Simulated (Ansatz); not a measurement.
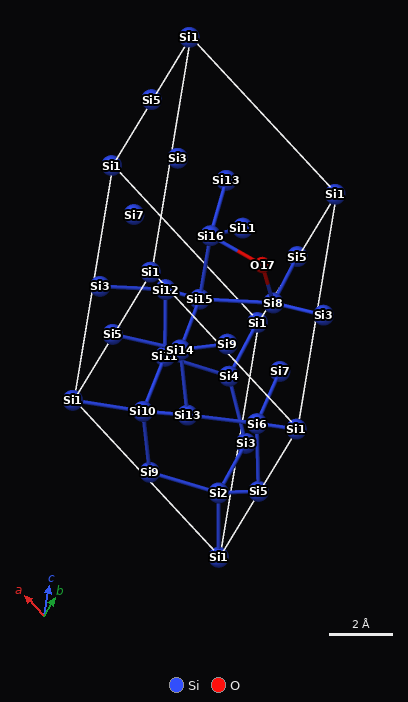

The starting structure (ball-and-stick view of the cell of the calculation, seen at an oblique angle; atoms are numbered from 1 in the order of the input). An atom can appear more than once, as a periodic image.

## Run report: Si$_{16}$O, nudged elastic band (part 1 of 3)

The run: nudged elastic band of Si$_{16}$O (defect cell, 17 atoms in the cell). Method and program: DFT PBEsol, scalar-relativistic, plane waves, PAW, PAW set soft_1, spin-polarised (Ansatz 0.2.0).

It belongs to a series of runs on one base structure; here: band between the two ends. Figures and captions count atoms from 1; the log counts them from 0 in places.

**The input**
```yaml
crystal:
  lattice:
    - [0.0, 5.43, 5.43]
    - [5.43, 0.0, 5.43]
    - [5.43, 5.43, 0.0]
  atoms:
    - { symbol: Si, position: [0.00479233, -0.0085796, -0.00095557] }
    - { symbol: Si, position: [0.11288775, 0.13116716, 0.12480691] }
    - { symbol: Si, position: [-0.03448843, 0.01958557, 0.49510347] }
    - { symbol: Si, position: [0.14701266, 0.07726536, 0.62833839] }
    - { symbol: Si, position: [0.00481411, 0.50477278, -0.00033549] }
    - { symbol: Si, position: [0.11595523, 0.61572725, 0.15331079] }
    - { symbol: Si, position: [-0.008189, 0.49146564, 0.52618979] }
    - { symbol: Si, position: [0.14714061, 0.64720375, 0.62884109] }
    - { symbol: Si, position: [0.48598528, -0.01411765, 0.04241716] }
    - { symbol: Si, position: [0.63114439, 0.13108706, 0.1252876] }
    - { symbol: Si, position: [0.51939381, 0.01944282, 0.49576873] }
    - { symbol: Si, position: [0.61024759, 0.11016667, 0.66954814] }
    - { symbol: Si, position: [0.4916339, 0.50472782, -0.00108905] }
    - { symbol: Si, position: [0.63120622, 0.61275808, 0.12491009] }
    - { symbol: Si, position: [0.51955388, 0.46545963, 0.49523024] }
    - { symbol: Si, position: [0.57726974, 0.64710382, 0.62825741] }
    - { symbol: O, position: [0.29701424, 0.79697322, 0.6089195] }
magnetization:
  spin_polarized: true
basis:
  ecutwfc: 420.0
kpoints:
  mp_grid: { grid: [2, 2, 2] }
hamiltonian:
  xc: pbesol
  pseudopotentials: { kind: paw, azcp: { folder: soft_1 } }
scf:
  occupations: { method: fermi_dirac, width: 0.05 }
  lower_state_search: "off"
neb:
  images: 3
  f_tol: 0.03
  initial_path: idpp
  max_iterations: 62
  spring: 1.0
  final_atoms:
    - { symbol: Si, position: [0.05578514, -0.02982891, -0.02494939] }
    - { symbol: Si, position: [0.12775926, 0.11153512, 0.13289165] }
    - { symbol: Si, position: [-0.052679, -0.0001289, 0.50768713] }
    - { symbol: Si, position: [0.08247979, 0.12524668, 0.61850262] }
    - { symbol: Si, position: [0.00309973, 0.48657665, 0.00420249] }
    - { symbol: Si, position: [0.14462455, 0.59663707, 0.12678592] }
    - { symbol: Si, position: [0.00142546, 0.49075539, 0.5026927] }
    - { symbol: Si, position: [0.11147879, 0.6268859, 0.63002208] }
    - { symbol: Si, position: [0.50353187, -0.00695832, 0.00485258] }
    - { symbol: Si, position: [0.68376284, 0.10457192, 0.08787356] }
    - { symbol: Si, position: [0.55051862, -0.02217901, 0.45912904] }
    - { symbol: Si, position: [0.57507093, 0.13473259, 0.63367136] }
    - { symbol: Si, position: [0.5201311, 0.47758359, 0.00097544] }
    - { symbol: Si, position: [0.62857399, 0.61812512, 0.12604165] }
    - { symbol: Si, position: [0.48705737, 0.50814952, 0.50025652] }
    - { symbol: Si, position: [0.63170547, 0.61212043, 0.62750353] }
    - { symbol: O, position: [0.31676027, 1.04995424, 0.43775855] }
  order_check: true
```

Run on 2 threads of Arm Neoverse V2, 24 GiB of memory available, shared host.

Launched with:
```bash
ansatz run input.yaml --threads 2 --pin off --max-ram 5120MiB --backend cpu --events-out ev --progress --plain --runs-dir out
```

**What the program printed**
```
Warning: neb: disabling space-group detection — the band's intermediate images generally break the endpoint symmetry, so no spatial operation reduces the k-mesh or symmetrises the density, except that a semilocal band can use its path's symmetry ahead of convergence; time reversal is kept, so that k and −k are solved as one point where they differ and the mesh holds both, and exact exchange and, on two spinor components, a DFT+U term hold to it where the run has them: on two components no moment then forms, and a state that bears one, which a typed moment (crystal.atoms[].spin; refused beside efield: under a hybrid functional) reaches, can lie lower, under hf by electronvolts; crystal.symmetry.detect: false (a key that needs symmetry detection or time reversal refuses this as the deck is read) with time_reversal: false beside it drops time reversal too
Warning: [file] the record states the generating functional pbe (its physics header spells it `PBE`), which answers neither for hamiltonian.xc's functional nor for the pbesol family's — results may be inconsistent (PPs are generated against a specific XC)
Warning: [file] the record states the generating functional pbe (its physics header spells it `PBE`), which answers neither for hamiltonian.xc's functional nor for the pbesol family's — results may be inconsistent (PPs are generated against a specific XC)
Engine: ansatz 0.2.0, aarch64-unknown-linux-gnu
Pseudopotentials: kind: paw
Pseudopotential: Si, paw, valence charge 4, recommended cutoff 420 eV (normal), [file]
Pseudopotential: O, paw, valence charge 6, recommended cutoff 420 eV (normal), [file]
Functional definition: PBEsol
  exchange = pbesol_x
  correlation = pbesol_c
parallel-image band execution: 2 concurrent image workers
NEB image 0
Crystal: 17 atoms, lattice volume = 320.206 Å³
Basis set: ecut = 420 eV, 6231 PW (Γ), exchange–correlation on 108×108×108 points (8 copies of the dense FFT grid, shifted against one another)
Bands: 52, of which v1, the nominal top of the filled ones, is band 35 counted from 1 (34 counted from 0)
Symmetry: 1 space group operations
k-points: 8
Non-local potential: Si, projectors of the file, l = 0: 2, l = 1: 2, l = 2: 1
Non-local potential: O, projectors of the file, l = 0: 2, l = 1: 2, l = 2: 1
PAW form: soft (Blöchl's): semilocal exchange-correlation on the pseudo side does not see the compensation charge
PAW frozen core: Si, regenerated for the run's functional, and the local potential with it (the file was generated under x = pbe(κ = 0.804, μ = 0.2195149727645171), c = pbe(β = 0.06672455060314922))
PAW frozen core: O, regenerated for the run's functional, and the local potential with it (the file was generated under x = pbe(κ = 0.804, μ = 0.2195149727645171), c = pbe(β = 0.06672455060314922))
PAW one-centre angular grid: Si, 110 points (default); XC on 64 Gauss nodes
PAW one-centre angular grid: O, 110 points (default); XC on 64 Gauss nodes
Initial density: superposition of atomic densities (chi_scale 0.1, normalization cell, long waves kept (reshape's long-wave potential 0.48 eV rms))
Initial wavefunctions: pseudopotential atomic-orbital guess
Functional: x = pbesol(κ = 0.804, μ = 0.12345679012345678), c = pbesol(β = 0.046)
SCF iter   1: F=—  HF=-10508.586444 eV  |F-HF|=—  |Δ(HF+E_count)|=         —  Δρ=4.65e-2 (↑4.65e-2 ↓4.65e-2)  dr2=4.75e1  dr2_m=0.00e0  M=0.000 μB ∫|m|=0.000 μB  β_m=0.30  ethr=3.10e-3  ⟨swp⟩=10.6  Hψ=2543  notcnv=0  defer=7
preconditioner: auto → Resta (q_TF=auto, 2.118 Å⁻¹)  ε∞=5.5  [insulator: Δε(μ)=0.228 eV  Ē_g=8.146 eV  σ=0.050 eV  W_gap=0.81  n_scr=58 (ndim 8)  ℏωp=17.4 eV  f_vac=0.000  D(μ)=2.19/eV (n_scr^D=8)  ε∞_Penn≈5.5]
spin=Collinear: Resta preconditioning applied to the charge; magnetization (m = ρ↑ − ρ↓) channel mixes plain (no charge-response kernel on spin).
SCF iter   2: F=—  HF=-10502.757557 eV  |F-HF|=—  |Δ(HF+E_count)|=    5.83e0  Δρ=2.07e-2 (↑2.07e-2 ↓2.07e-2)  dr2=5.41e0  dr2_m=0.00e0  M=0.000 μB ∫|m|=0.000 μB  β_m=0.31  ethr=3.10e-3  ⟨swp⟩=4.8  Hψ=1407  notcnv=0  defer=54
preconditioner: auto → Kerker (q_TF=auto, 2.118 Å⁻¹)  [metal: Δε(μ)=0.087 eV  Ē_g=8.022 eV  σ=0.050 eV  W_gap=0.41  n_scr=58 (ndim 8)  ℏωp=17.1 eV  f_vac=0.000  D(μ)=4.09/eV (n_scr^D=14)]
spin=Collinear: Kerker preconditioning applied to the charge; magnetization (m = ρ↑ − ρ↓) channel mixes plain (no charge-response kernel on spin).
SCF iter   3: F=—  HF=-10502.086833 eV  |F-HF|=—  |Δ(HF+E_count)|=   6.71e-1  Δρ=1.38e-2 (↑1.38e-2 ↓1.38e-2)  dr2=2.97e0  dr2_m=0.00e0  M=0.000 μB ∫|m|=0.000 μB  β_m=0.62  ethr=3.10e-3  ⟨swp⟩=2.0  Hψ=767  notcnv=0  defer=54
SCF iter   4: F=—  HF=-10501.282927 eV  |F-HF|=—  |Δ(HF+E_count)|=   8.04e-1  Δρ=2.56e-3 (↑2.56e-3 ↓2.56e-3)  dr2=1.20e-1  dr2_m=0.00e0  M=0.000 μB ∫|m|=0.000 μB  β_m=0.81  ethr=3.10e-3  ⟨swp⟩=3.0  Hψ=757  notcnv=0  defer=54
SCF iter   5: F=—  HF=-10501.273967 eV  |F-HF|=—  |Δ(HF+E_count)|=   8.96e-3  Δρ=6.20e-4 (↑6.20e-4 ↓6.20e-4)  dr2=6.79e-3  dr2_m=0.00e0  M=0.000 μB ∫|m|=0.000 μB  β_m=0.90  ethr=1.71e-4  ⟨swp⟩=2.9  Hψ=751  notcnv=0  defer=60
SCF iter   6: F=—  HF=-10501.276129 eV  |F-HF|=—  |Δ(HF+E_count)|=   2.16e-3  Δρ=1.96e-4 (↑1.96e-4 ↓1.96e-4)  dr2=8.09e-4  dr2_m=0.00e0  M=0.000 μB ∫|m|=0.000 μB  β_m=0.95  ethr=9.70e-6  ⟨swp⟩=2.6  Hψ=649  notcnv=0  defer=60
SCF iter   7: F=—  HF=-10501.276150 eV  |F-HF|=—  |Δ(HF+E_count)|=   2.13e-5  Δρ=7.25e-5 (↑7.25e-5 ↓7.25e-5)  dr2=1.36e-4  dr2_m=0.00e0  M=0.000 μB ∫|m|=0.000 μB  β_m=0.98  ethr=1.16e-6  ⟨swp⟩=2.0  Hψ=577  notcnv=0  defer=60
SCF iter   8: F=—  HF=-10501.276133 eV  |F-HF|=—  |Δ(HF+E_count)|=   1.69e-5  Δρ=1.58e-5 (↑1.58e-5 ↓1.58e-5)  dr2=7.70e-6  dr2_m=0.00e0  M=0.000 μB ∫|m|=0.000 μB  β_m=0.99  ethr=1.94e-7  ⟨swp⟩=2.0  Hψ=492  notcnv=0  defer=60
SCF iter   9: F=—  HF=-10501.276094 eV  |F-HF|=—  |Δ(HF+E_count)|=   3.91e-5  Δρ=3.61e-6 (↑3.61e-6 ↓3.61e-6)  dr2=3.07e-7  dr2_m=0.00e0  M=0.000 μB ∫|m|=0.000 μB  β_m=0.99  ethr=1.10e-8  ⟨swp⟩=2.4  Hψ=552  notcnv=0  defer=60
SCF iter  10: F=-10501.276094 eV  HF=-10501.276094 eV  |F-HF|=2.88e-9  |Δ(HF+E_count)|=   2.18e-8  Δρ=4.92e-7 (↑4.92e-7 ↓4.92e-7)  dr2=8.55e-9  dr2_m=0.00e0  M=0.000 μB ∫|m|=0.000 μB  ethr=1.43e-10  ⟨swp⟩=4.1  Hψ=1271  notcnv=0
SCF 1 converged in 10 iterations: F = -10501.276094 eV  dr2 = 8.55e-9
  greatest PAW one-centre occupation: 0.875 electrons in one spin orbital (limit 2), on the O atom at site 16 (counted from 0), in its partial waves of l = 0
NSCF: frozen V_eff on 8 k-points
NEB image 4
Initial density: superposition of atomic densities (chi_scale 0.1, normalization cell, long waves kept (reshape's long-wave potential 0.49 eV rms))
SCF iter   1: F=—  HF=-10508.874875 eV  |F-HF|=—  |Δ(HF+E_count)|=         —  Δρ=3.80e-2 (↑3.80e-2 ↓3.80e-2)  dr2=3.07e1  dr2_m=0.00e0  M=0.000 μB ∫|m|=0.000 μB  β_m=0.30  ethr=3.10e-3  ⟨swp⟩=10.4  Hψ=2559  notcnv=0  defer=8
preconditioner: auto → Kerker (q_TF=auto, 2.118 Å⁻¹)  [metal: Δε(μ)=0.013 eV  Ē_g=8.247 eV  σ=0.050 eV  W_gap=0.06  n_scr=58 (ndim 8)  ℏωp=17.4 eV  f_vac=0.000  D(μ)=5.78/eV (n_scr^D=26)]
spin=Collinear: Kerker preconditioning applied to the charge; magnetization (m = ρ↑ − ρ↓) channel mixes plain (no charge-response kernel on spin).
SCF iter   2: F=—  HF=-10505.637522 eV  |F-HF|=—  |Δ(HF+E_count)|=    3.24e0  Δρ=2.00e-2 (↑2.00e-2 ↓2.00e-2)  dr2=7.55e0  dr2_m=0.00e0  M=0.000 μB ∫|m|=0.000 μB  β_m=0.38  ethr=3.10e-3  ⟨swp⟩=3.6  Hψ=936  notcnv=0  defer=57
preconditioner: auto → Resta (q_TF=auto, 2.118 Å⁻¹)  ε∞=5.5  [insulator: Δε(μ)=0.297 eV  Ē_g=8.030 eV  σ=0.050 eV  W_gap=0.90  n_scr=58 (ndim 8)  ℏωp=17.1 eV  f_vac=0.000  D(μ)=0.47/eV (n_scr^D=0)  ε∞_Penn≈5.5]
spin=Collinear: Resta preconditioning applied to the charge; magnetization (m = ρ↑ − ρ↓) channel mixes plain (no charge-response kernel on spin).
SCF iter   3: F=—  HF=-10504.266567 eV  |F-HF|=—  |Δ(HF+E_count)|=    1.37e0  Δρ=1.19e-2 (↑1.19e-2 ↓1.19e-2)  dr2=3.12e0  dr2_m=0.00e0  M=0.000 μB ∫|m|=0.000 μB  β_m=0.51  ethr=3.10e-3  ⟨swp⟩=3.1  Hψ=771  notcnv=0  defer=64
SCF iter   4: F=—  HF=-10503.420575 eV  |F-HF|=—  |Δ(HF+E_count)|=   8.46e-1  Δρ=2.69e-3 (↑2.69e-3 ↓2.69e-3)  dr2=1.86e-1  dr2_m=0.00e0  M=0.000 μB ∫|m|=0.000 μB  β_m=0.75  ethr=3.10e-3  ⟨swp⟩=4.0  Hψ=738  notcnv=0  defer=64
SCF iter   5: F=—  HF=-10503.385816 eV  |F-HF|=—  |Δ(HF+E_count)|=   3.48e-2  Δρ=7.26e-4 (↑7.26e-4 ↓7.26e-4)  dr2=1.19e-2  dr2_m=0.00e0  M=0.000 μB ∫|m|=0.000 μB  β_m=0.87  ethr=2.66e-4  ⟨swp⟩=3.1  Hψ=742  notcnv=0  defer=70
SCF iter   6: F=—  HF=-10503.385353 eV  |F-HF|=—  |Δ(HF+E_count)|=   4.63e-4  Δρ=1.44e-4 (↑1.44e-4 ↓1.44e-4)  dr2=2.90e-4  dr2_m=0.00e0  M=0.000 μB ∫|m|=0.000 μB  β_m=0.94  ethr=1.70e-5  ⟨swp⟩=2.2  Hψ=586  notcnv=0  defer=70
SCF iter   7: F=—  HF=-10503.385434 eV  |F-HF|=—  |Δ(HF+E_count)|=   8.11e-5  Δρ=5.26e-5 (↑5.26e-5 ↓5.26e-5)  dr2=4.70e-5  dr2_m=0.00e0  M=0.000 μB ∫|m|=0.000 μB  β_m=0.97  ethr=4.15e-7  ⟨swp⟩=2.0  Hψ=611  notcnv=0  defer=70
SCF iter   8: F=—  HF=-10503.385406 eV  |F-HF|=—  |Δ(HF+E_count)|=   2.73e-5  Δρ=1.46e-5 (↑1.46e-5 ↓1.46e-5)  dr2=4.09e-6  dr2_m=0.00e0  M=0.000 μB ∫|m|=0.000 μB  β_m=0.98  ethr=6.71e-8  ⟨swp⟩=2.0  Hψ=634  notcnv=0  defer=70
SCF iter   9: F=—  HF=-10503.385406 eV  |F-HF|=—  |Δ(HF+E_count)|=   1.72e-7  Δρ=3.34e-6 (↑3.34e-6 ↓3.34e-6)  dr2=2.86e-7  dr2_m=0.00e0  M=0.000 μB ∫|m|=0.000 μB  β_m=0.99  ethr=5.85e-9  ⟨swp⟩=2.1  Hψ=613  notcnv=0  defer=70
[...]
  greatest PAW one-centre occupation: 0.869 electrons in one spin orbital (limit 2), on the O atom at site 16 (counted from 0), in its partial waves of l = 0
NSCF: frozen V_eff on 8 k-points
NEB end point (image 0): max|allowed force component| = 1.612e-2 eV/Å (the criterion of neb.relax_end_points is 1.000e-2)
NEB end point (image 4): max|allowed force component| = 1.262e-2 eV/Å (the criterion of neb.relax_end_points is 1.000e-2)
NEB image 1
preconditioner: auto → Kerker (q_TF=auto, 2.118 Å⁻¹)  [metal: Δε(μ)=0.102 eV  Ē_g=8.138 eV  σ=0.050 eV  W_gap=0.46  n_scr=58 (ndim 8)  ℏωp=17.4 eV  f_vac=0.000  D(μ)=5.92/eV (n_scr^D=26)]
spin=Collinear: Kerker preconditioning applied to the charge; magnetization (m = ρ↑ − ρ↓) channel mixes plain (no charge-response kernel on spin).
preconditioner: auto → Resta (q_TF=auto, 2.118 Å⁻¹)  ε∞=5.6  [insulator: Δε(μ)=0.191 eV  Ē_g=7.962 eV  σ=0.050 eV  W_gap=0.74  n_scr=58 (ndim 8)  ℏωp=17.1 eV  f_vac=0.000  D(μ)=2.12/eV (n_scr^D=8)  ε∞_Penn≈5.6]
spin=Collinear: Resta preconditioning applied to the charge; magnetization (m = ρ↑ − ρ↓) channel mixes plain (no charge-response kernel on spin).
  greatest PAW one-centre occupation: 0.880 electrons in one spin orbital (limit 2), on the O atom at site 16 (counted from 0), in its partial waves of l = 0
NEB image 2
preconditioner: auto → Kerker (q_TF=auto, 2.118 Å⁻¹)  [metal: Δε(μ)=0.038 eV  Ē_g=8.160 eV  σ=0.050 eV  W_gap=0.19  n_scr=58 (ndim 8)  ℏωp=17.4 eV  f_vac=0.000  D(μ)=4.62/eV (n_scr^D=14)]
spin=Collinear: Kerker preconditioning applied to the charge; magnetization (m = ρ↑ − ρ↓) channel mixes plain (no charge-response kernel on spin).
preconditioner: auto → Resta (q_TF=auto, 2.118 Å⁻¹)  ε∞=5.6  [insulator: Δε(μ)=0.430 eV  Ē_g=7.983 eV  σ=0.050 eV  W_gap=0.97  n_scr=58 (ndim 8)  ℏωp=17.1 eV  f_vac=0.000  D(μ)=0.14/eV (n_scr^D=0)  ε∞_Penn≈5.6]
spin=Collinear: Resta preconditioning applied to the charge; magnetization (m = ρ↑ − ρ↓) channel mixes plain (no charge-response kernel on spin).
  greatest PAW one-centre occupation: 0.877 electrons in one spin orbital (limit 2), on the O atom at site 16 (counted from 0), in its partial waves of l = 0
```
